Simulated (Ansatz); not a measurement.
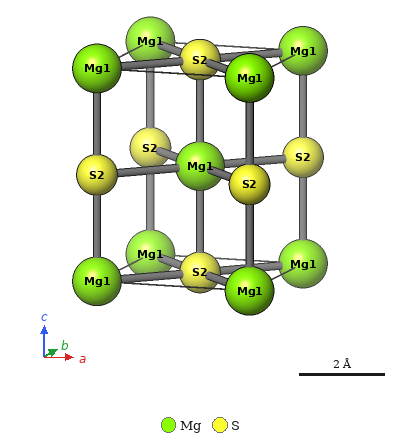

Fig. 1: The structure (ball-and-stick view of the cell 2 times as large as that of the calculation, set on its symmetry axes, seen slightly off an axis; atoms are numbered from 1 in the order of the input).

Band-structure calculation of MgS

MgS (I4/mmm, 2 atoms in the cell), computed with DFT, r2SCAN, plane waves, PAW, no spin polarisation (Ansatz 0.2.0).

The structure was built on a prototype by a generator. The geometry comes from this level: r2SCAN (a point of a series of strains). It belongs to a series of runs on one base structure; here: epitaxial_xy strain +3.6%. Figures and captions count atoms from 1; the log counts them from 0 in places.

## Input file
```yaml
crystal:
  lattice:
    - [0.0, 2.696473342, 2.5506714269]
    - [2.696473342, 0.0, 2.5506714269]
    - [2.696473342, 2.696473342, 0.0]
  atoms:
    - { symbol: Mg, position: [0.0, 0.0, 0.0] }
    - { symbol: S, position: [0.5, 0.5, 0.5] }
kpoints:
  mp_grid: { grid: [8, 8, 8] }
  band_path:
    path:
      - [0.0, 0.0, 0.0]
      - [0.5, 0.0, 0.5]
      - [0.625, 0.25, 0.625]
      - [0.375, 0.375, 0.75]
      - [0.5, 0.5, 0.5]
      - [0.5, 0.25, 0.75]
      - [0.5, 0.5, 0.0]
    npoints: 1
hamiltonian:
  xc: r2scan
scf:
  occupations: { method: fixed }
  n_extra_bands: 4
output:
  forces: true
  stress: true
  eigenvalues: true
  write_density: true
  write_potential: true
  elf: true
  volumetric_format: npy
```

Launched with:
```bash
ansatz run input.yaml --threads 4 --pin off --max-ram 3686MiB --backend cpu --events-out ev --progress --plain --runs-dir out
```

## What the program printed
```
scf.n_extra_bands = 4 over 8 filled bands (N_el = 16.0): the run solves 12 bands
Engine: ansatz 0.2.0, x86_64-unknown-linux-gnu
Pseudopotentials: kind: paw
Pseudopotential: Mg, paw, valence charge 10, recommended cutoff 500 eV (meta_gga), Mg.paw.azcp
Pseudopotential: S, paw, valence charge 6, recommended cutoff 500 eV (meta_gga), S.paw.azcp
Functional definition: r2SCAN
  parameter k0 = 0.174
  parameter k1 = 0.065
  parameter a1 = 4.9479
  exchange = r2scan_x(k0 = k0, k1 = k1, a1 = a1)
  correlation = r2scan_c
Crystal: 2 atoms, lattice volume = 37.092 Å³
Basis set: ecut = 500 eV, 925 PW (Γ), exchange–correlation on 120×120×120 points (64 copies of the dense FFT grid, shifted against one another)
Bands: 12, of which v1, the nominal top of the filled ones, is band 8 counted from 1 (7 counted from 0)
Symmetry: 16 space group operations
Space group: I4/mmm (ITA 139), of the structure as read, at distance tolerance 3.3e-5 Å
k-points: 59 of 512
Non-local potential: Mg, projectors of the file, l = 0: 3, l = 1: 2, l = 2: 1
Non-local potential: S, projectors of the file, l = 0: 2, l = 1: 2, l = 2: 2
PAW form: soft (Blöchl's): semilocal exchange-correlation on the pseudo side does not see the compensation charge
PAW frozen core: Mg, regenerated for the run's functional (the file was generated under x = pbe(κ = 0.804, μ = 0.2195149727645171), c = pbe(β = 0.06672455060314922))
PAW frozen core: S, regenerated for the run's functional (the file was generated under x = pbe(κ = 0.804, μ = 0.2195149727645171), c = pbe(β = 0.06672455060314922))
PAW one-centre angular grid: Mg, 302 points (default); XC on 224 Gauss nodes
PAW one-centre angular grid: S, 302 points (default); XC on 160 Gauss nodes
Initial density: superposition of atomic densities (neutral atoms: chi_scale 0, normalization atom), corrected by the library's trained network
Initial wavefunctions: pseudopotential atomic-orbital guess
Functional: x = r2scan, c = r2scan; τ floored in thin density (d = 2e-4 eV/Å³)
SCF iter   1: F=—  HF=-2835.493688 eV  |F-HF|=—  |Δ(HF+E_count)|=         —  Δρ=6.97e-3  dr2=7.14e-3  dr2_τ=6.17e-3  ethr=1.77e-3  ⟨swp⟩=4.9  Hψ=3914  notcnv=0  defer=103
preconditioner: auto → none  [insulator: Δε(μ)=3.073 eV  Ē_g=12.318 eV  n_scr=12 (ndim 8)  ℏωp=17.2 eV  f_vac=0.000  ε∞_Penn≈3.0]
SCF iter   2: F=—  HF=-2835.532965 eV  |F-HF|=—  |Δ(HF+E_count)|=   3.93e-2  Δρ=2.84e-3  dr2=2.16e-3  dr2_τ=5.10e-5  ethr=4.46e-5  ⟨swp⟩=2.1  Hψ=1778  notcnv=0  defer=116
SCF iter   3: F=—  HF=-2835.533240 eV  |F-HF|=—  |Δ(HF+E_count)|=   2.75e-4  Δρ=8.20e-4  dr2=2.16e-4  dr2_τ=1.89e-5  ethr=1.35e-5  ⟨swp⟩=2.1  Hψ=1058  notcnv=0  defer=116
SCF iter   4: F=—  HF=-2835.533186 eV  |F-HF|=—  |Δ(HF+E_count)|=   5.43e-5  Δρ=1.43e-4  dr2=4.34e-6  dr2_τ=5.89e-7  ethr=1.35e-6  ⟨swp⟩=2.0  Hψ=994  notcnv=0  defer=114
SCF iter   5: F=—  HF=-2835.533187 eV  |F-HF|=—  |Δ(HF+E_count)|=   1.46e-6  Δρ=1.08e-5  dr2=1.19e-8  dr2_τ=4.04e-9  ethr=2.71e-8  ⟨swp⟩=2.5  Hψ=1045  notcnv=0
SCF iter   6: F=-2835.533187 eV  HF=-2835.533187 eV  |F-HF|=6.14e-9  |Δ(HF+E_count)|=   3.80e-8  Δρ=4.21e-6  dr2=8.04e-9  dr2_τ=3.72e-10  ethr=7.45e-11  ⟨swp⟩=7.5  Hψ=4823  notcnv=0
SCF 1 converged in 6 iterations: F = -2835.533187 eV  dr2 = 8.04e-9
  greatest PAW one-centre occupation: 1.000 electrons in one spin orbital (limit 2), on the Mg atom at site 0 (counted from 0), in its partial waves of l = 0
```

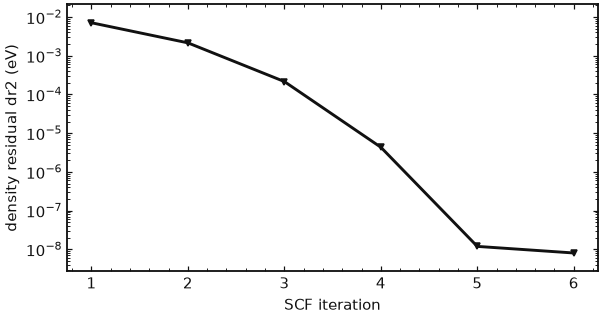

Fig. 2: Convergence of the self-consistent field: density residual dr2 against the SCF iteration. The residual falls at every step.

```
NSCF: frozen V_eff on 7 k-points
SCF converged after 6 iterations
Free energy (F): -2835.533187 eV
Harris-Foulkes:  -2835.533187 eV  (|F-HF|=6.14e-9)
Internal energy: -2835.533187 eV  (E = F + TS)
E sigma→0 (E₀):  -2835.533187 eV
Fermi energy:    5.657110 eV
--- Per-component energies (eV) ---
  E_band       = -358.515082
  E_kinetic    = 183.677996
  E_local      = -1694.788788  (includes V_loc(G=0)·N_el)
  E_nonlocal   = 123.526022
  E_hartree    = 603.611546
  E_xc         = -120.159322
  E_vxc        = -135.516383  (∫ρ·V_xc dr)
  E_paw        = -906.363974  (= ΣΔE_a)
  E_vpaw       = -49.636146  (= ΣTr[D̂ρ^β])
  E_aug_tail   = -0.000000  (compensation charges beyond the density's cutoff)
  E_vtau       = 7.000449  (kinetic-family band-sum trace: ∫τ·v_τ [+ j·A + Jᵃ·Aᵃ] dr)
  E_ewald      = -1024.900694
  E_core_change = -0.135975  (= ΣΔE_core)
  E_smearing   = -0.000000  (= −TS)
  E_closure    = 0.000000  (closes the sum)
  Σ components = -2835.533187   (vs F -2835.533187, Δ=0.00e0)
--- Forces (eV/Å), atoms counted from 1 ---
  atom   1  Mg    -0.00000000     0.00000000    -0.00000000
  atom   2  S      0.00000000     0.00000000     0.00000000
  max |Σ_I F_I| component: 3.16e-30 eV/Å
--- Stress (GPa, compression-positive) ---
       -4.889996       0.000000       0.000000
        0.000000      -4.889996      -0.000000
        0.000000       0.000000      -0.039692
  P = ⅓ Tr σ = -3.2732 GPa (-32.732 kbar)
--- Band table (eV; the first three rows and the last of 59) ---
  k-point 0: bands = ["-72.0914", "-37.1958", "-37.1958", "-37.1739", "-7.3266", "5.3904", "5.6571", "5.6571", "9.7929", "13.9162", "13.9162", "14.4882"]
  k-point 1: bands = ["-72.0914", "-37.1963", "-37.1960", "-37.1742", "-7.1831", "4.5740", "5.4328", "5.5333", "10.5622", "13.7610", "14.1111", "14.5699"]
  k-point 2: bands = ["-72.0913", "-37.1975", "-37.1963", "-37.1750", "-6.7984", "2.9000", "5.2639", "5.2654", "11.0724", "13.6045", "14.1832", "14.4495"]
  k-point 58: bands = ["-72.0911", "-37.1981", "-37.1981", "-37.1786", "-5.6567", "1.6084", "3.8086", "3.8086", "8.7813", "10.5062", "18.5706", "18.8587"]
```

## File bands.tsv
```
# k_distance	band_0	band_1	band_2	band_3	band_4	band_5	band_6	band_7	band_8	band_9	band_10	band_11
# fermi_ev = 5.657110
# lock_threshold_ev = 1e-6
# [0, 0, 0] at k_distance = 0.000000
# [0.5, 0, 0.5] at k_distance = 1.165075
# [0.625, 0.25, 0.625] at k_distance = 1.588927
# [0.375, 0.375, 0.75] at k_distance = 2.309344
# [0.5, 0.5, 0.5] at k_distance = 3.050242
# [0.5, 0.25, 0.75] at k_distance = 3.897947
# [0.5, 0.5, 0] at k_distance = 5.690645
# levels_relative_to = fermi_ev
# free_energy_ev = -2835.533187
# largest_residual_norms_ev = 4.234e-4 5.464e-4 5.541e-4 5.103e-4 1.420e-3 1.468e-3 1.353e-3 1.785e-3 5.583e-4 1.258e-3 1.200e-3 1.523e-3
0.000000	-77.748496	-42.852940	-42.852940	-42.830966	-12.983740	-0.266720	0.000000	0.000000	4.135742	8.259135	8.259135	8.831129
1.165075	-77.748257	-42.857310	-42.854254	-42.833088	-11.499233	-4.096176	-1.851303	-1.374326	3.385828	5.051224	12.323070	12.963339
1.588927	-77.748244	-42.856572	-42.854782	-42.833395	-11.470632	-3.593459	-3.122467	-1.298037	4.532215	7.268252	10.067562	10.397944
2.309344	-77.748214	-42.855893	-42.854780	-42.834964	-11.374856	-3.590397	-3.037742	-1.527244	4.206379	6.927936	10.120820	10.711478
3.050242	-77.748299	-42.856327	-42.853860	-42.833094	-11.772345	-4.688484	-0.720645	-0.589292	5.012181	7.065721	7.714690	10.620490
3.897947	-77.748210	-42.856266	-42.854783	-42.834400	-11.376041	-3.204559	-3.171876	-2.149994	5.475021	8.174555	8.380712	8.423109
5.690645	-77.748185	-42.855224	-42.855224	-42.835724	-11.313816	-4.048706	-1.848493	-1.848493	3.124225	4.849050	12.913441	13.201602
```

## File rho_z.tsv
```
# z_ang	rho[e/angstrom^3]
# format = ansatz-planar-average/11
# lattice	0.000000000	2.696473342	2.550671427
# lattice	2.696473342	0.000000000	2.550671427
# lattice	2.696473342	2.696473342	0.000000000
# sites	2
# site	12	0.000000000	0.000000000	0.000000000
# site	16	2.696473342	2.696473342	2.550671427
0.000000	1.124161e0
0.127113	1.045182e0
0.254226	8.418827e-1
0.381339	5.950816e-1
0.508452	3.868203e-1
0.635565	2.608287e-1
0.762678	2.142351e-1
0.889791	2.182648e-1
1.016904	2.444579e-1
1.144017	2.761183e-1
1.271130	3.050575e-1
1.398243	3.264781e-1
1.525356	3.384331e-1
1.652469	3.424351e-1
1.779582	3.422579e-1
1.906695	3.416715e-1
2.033808	3.422579e-1
2.160921	3.424351e-1
2.288034	3.384331e-1
2.415146	3.264781e-1
2.542259	3.050575e-1
2.669372	2.761183e-1
2.796485	2.444579e-1
2.923598	2.182648e-1
3.050711	2.142351e-1
3.177824	2.608287e-1
3.304937	3.868203e-1
3.432050	5.950816e-1
3.559163	8.418827e-1
3.686276	1.045182e0
```

## File v_z.tsv
```
# z_ang	v_es[eV]	v_tot[eV]
# format = ansatz-planar-average/11
# xc	r2scan
# density_cutoff_ev	2000
# datasets	Mg=:simpson_from_first_knot:soft:shift=0	S=:simpson_from_first_knot:soft:shift=0
# lattice	0.000000000	2.696473342	2.550671427
# lattice	2.696473342	0.000000000	2.550671427
# lattice	2.696473342	2.696473342	0.000000000
# sites	2
# site	12	0.000000000	0.000000000	0.000000000
# site	16	2.696473342	2.696473342	2.550671427
0.000000	-6.367786e-1	-8.814772e0
0.127113	-3.722525e-1	-8.656010e0
0.254226	3.749652e-1	-8.142534e0
0.381339	1.469893e0	-7.232839e0
0.508452	2.706999e0	-6.098651e0
0.635565	3.848929e0	-5.054377e0
0.762678	4.670580e0	-4.370853e0
0.889791	4.989012e0	-4.345204e0
1.016904	4.769067e0	-4.979827e0
1.144017	4.169265e0	-5.958688e0
1.271130	3.451134e0	-7.043762e0
1.398243	2.836111e0	-7.976647e0
1.525356	2.417893e0	-8.629282e0
1.652469	2.183422e0	-9.120269e0
1.779582	2.073733e0	-9.410049e0
1.906695	2.042173e0	-9.477653e0
2.033808	2.073733e0	-9.410049e0
2.160921	2.183422e0	-9.120269e0
2.288034	2.417893e0	-8.629282e0
2.415146	2.836111e0	-7.976647e0
2.542259	3.451134e0	-7.043762e0
2.669372	4.169265e0	-5.958688e0
2.796485	4.769067e0	-4.979827e0
2.923598	4.989012e0	-4.345204e0
3.050711	4.670580e0	-4.370853e0
3.177824	3.848929e0	-5.054377e0
3.304937	2.706999e0	-6.098651e0
3.432050	1.469893e0	-7.232839e0
3.559163	3.749652e-1	-8.142534e0
3.686276	-3.722525e-1	-8.656010e0
```

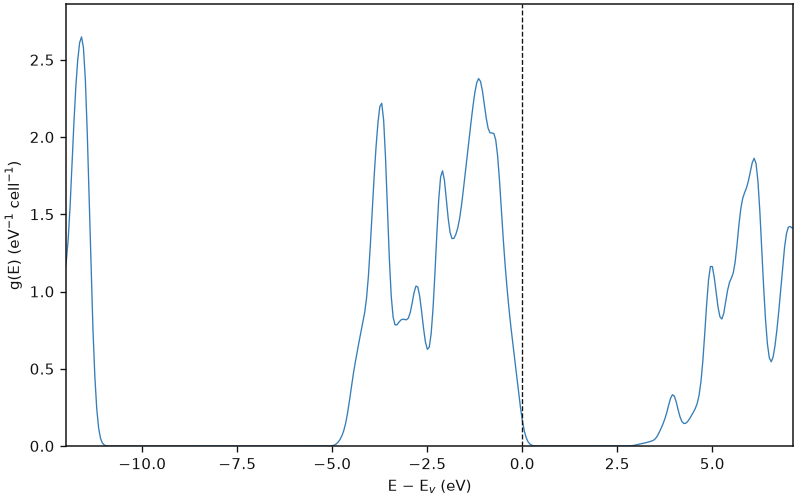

Fig. 3: Density of states (the curve is built from the levels of the k mesh with Gaussians 0.3 eV wide, which also blur the band edges), with energies from the valence-band top. There is a gap of 3.12 eV on the k-point mesh. Small ripples come from the finite k-point mesh.

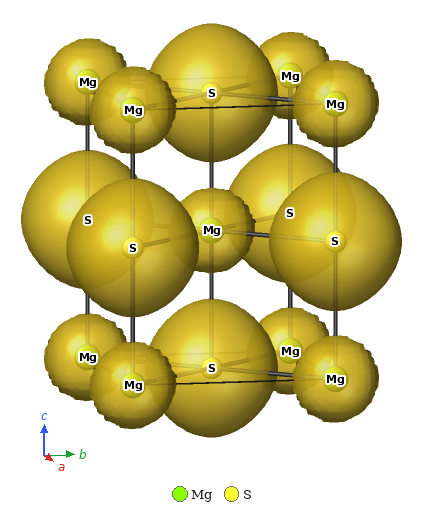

Fig. 4: Isosurface of the valence electron density at 0.3 e/Å³ (yellow), seen slightly off an axis. Sticks mark near contacts. The outline is the cell set on symmetry axes. At this value the density breaks into separate islands; it holds about 80 % of the electrons treated as valence (semicore included). It is pinched off along the Mg–S (2.55 Å) and Mg–S (2.70 Å) contacts. On the grid the lowest density along these lines, outside the cores, is 0.19 e/Å³ (Mg–S, 2.55 Å) and 0.14 e/Å³ (Mg–S, 2.70 Å). In a PAW calculation such maps are meaningful between the atoms, not at the nuclei.

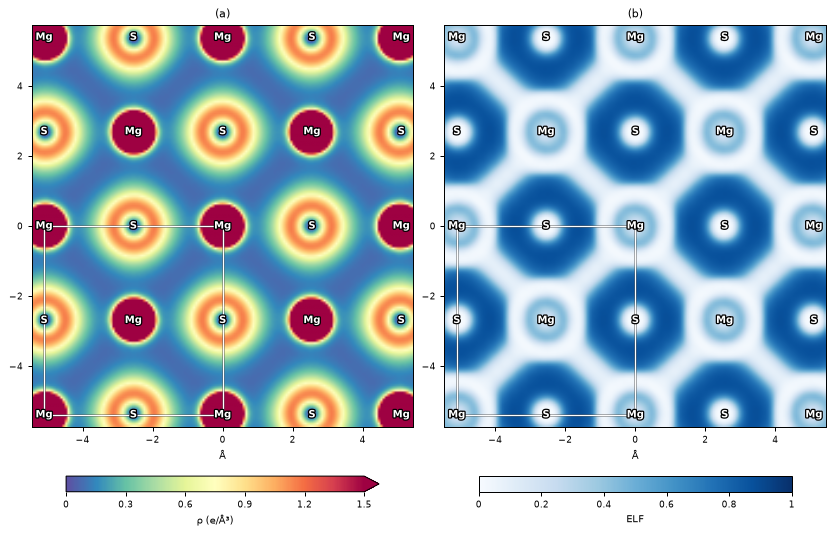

Fig. 5: (a) valence charge density (pseudo); (b) ELF on the (11̄0) plane of the conventional cell. Atoms in the plane: Mg and S. Mg–S (2.55 Å): the density is about 0.3 e/Å³ at the midpoint; the ELF is about 0.75 at the midpoint, which marks two separate closed shells. Mg–S (2.70 Å): ρ is about 0.24 e/Å³ halfway; the ELF is about 0.75 at the midpoint, which marks two separate closed shells. Away from the nuclei the density in this plane falls to 0.08 e/Å³ at its lowest.

## Summary

| quantity | value |
| --- | --- |
| outcome | converged |
| space group (tolerance 0.01 Å) | I4/mmm (139) |
| electrons treated | 16 |
| free energy | −2835.5332 eV |
| Fermi energy | 5.657 eV |
| gap on the k-point mesh | 3.12 eV |
| pressure | −3.27 GPa |
| largest force (length of the vector) | under 0.001 eV/Å |
| hardware | 4 threads of an x86-64 CPU, shared host |
| wall time | 8.1 s (CPU time 11 s) |
| peak memory | 0.46 GiB |
